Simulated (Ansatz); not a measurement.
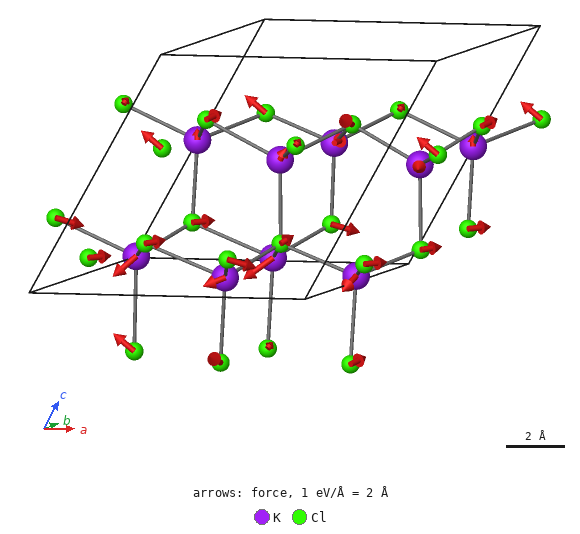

Starting geometry of solid KCl (built on the BP-216 type type) with the computed forces as red arrows. A ball-and-stick model of the cell of the calculation, reduced to other axes, seen from a free direction. Lengths and directions refer to the drawn axes.

Case: shaken.

These are results of Ansatz, DFT, PBEsol, plane waves, PAW, not measurements. (plane-wave cutoff 420 eV; k-point mesh 2 × 2 × 2; occupations fermi dirac; smearing width 0.05 eV; no spin polarisation; cell and atoms relaxed; force threshold 0.01 eV/Å; at most 120 steps)

What follows when this structure is relaxed?

It isn't relaxed: the largest force vector, on a K atom, is 0.65 eV/Å. The final displacements follow the starting forces only in part (cosine between the two patterns 0.74). The atom that moves furthest relative to the cell is a Cl atom (0.32 Å along [−2 −1 3]). By element the largest moves are Cl 0.32 Å, K 0.25 Å. Cell: a 9.743 → 9.813 Å (+0.7 %), b 9.746 → 9.844 Å (+1.0 %), c 9.774 → 9.834 Å (+0.6 %), α 60.9° → 59.8°, β 61.6° → 60.2°, γ 61.2° → 60.1°. Volume −0.4 %. Near-neighbour distances that change, for instance: Cl–K 3.379 → 3.010 Å, Cl–K 3.269 → 3.010 Å, Cl–K 3.246 → 3.011 Å, Cl–K 2.776 → 3.011 Å. Among the angles between lasting bonds that change: K–Cl–K 121.1° → 109.5°, K–Cl–K 119.5° → 109.4°, Cl–K–Cl 117.8° → 109.6°. The space group (tolerance 0.01 Å) goes from P1 (No. 1) to F222 (No. 22). Over 5 accepted moves (6 points after the start) the energy falls by 32.3 meV per atom. Largest force component: 0.57 eV/Å at the start, 0.0025 eV/Å at the end. The pressure goes from 0.29 to 0.00 GPa. At 1 point the geometry stayed and the basis and grid were re-selected for the new cell (energy shift of less than 0.05 meV per atom at most each time). Cost: 35 s on 1 × NVIDIA H100 80GB HBM3 with 2 threads of AMD EPYC 7R13 Processor (Zen 3) (shared host), peak memory 1.4 GiB.
